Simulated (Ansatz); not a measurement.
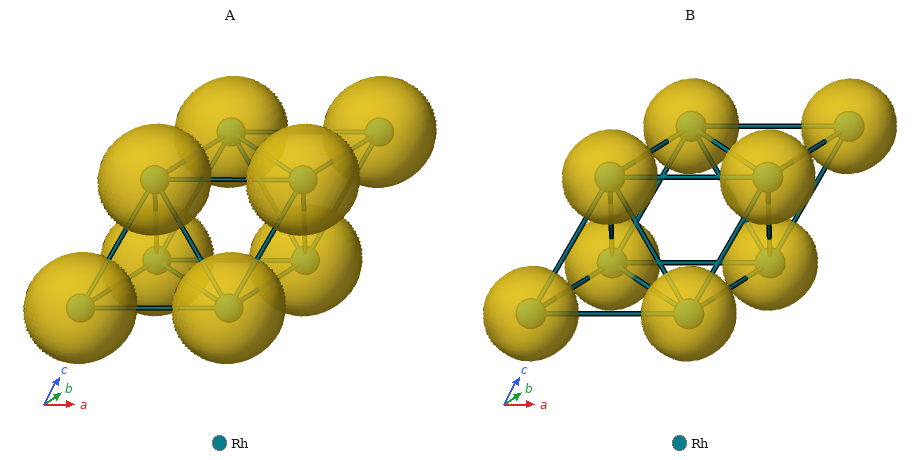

Figure 1: Rh. Spin density of two self-consistent states of the same cell, at +0.06 (yellow) and −0.06 e/Å³ (cyan).

Space group Fm-3m; spin-polarised.

The calculation used DFT, LDA, PAW with Ansatz's default frozen-core files, scalar-relativistic in Ansatz.

Core electrons are frozen (PAW), and the valence fields are smoothed inside the atomic spheres.

```xyz
1
Lattice="0.0000 1.8979 1.8979 1.8979 0.0000 1.8979 1.8979 1.8979 0.0000" Properties=species:S:1:pos:R:3 pbc="T T T"
Rh    0.0000    0.0000    0.0000
```

### Which magnetic state is the more stable, and how do they differ?

State A: parallel main moments, as they must be, since the calculation's own cell holds one magnetic site; Rh: +1.2 μB in one cell of 1 atoms. State B: parallel main moments, as they must be, since the calculation's own cell holds one magnetic site; Rh: +0.4 μB in one cell of 1 atoms. State B lies lower by 245 meV per atom.
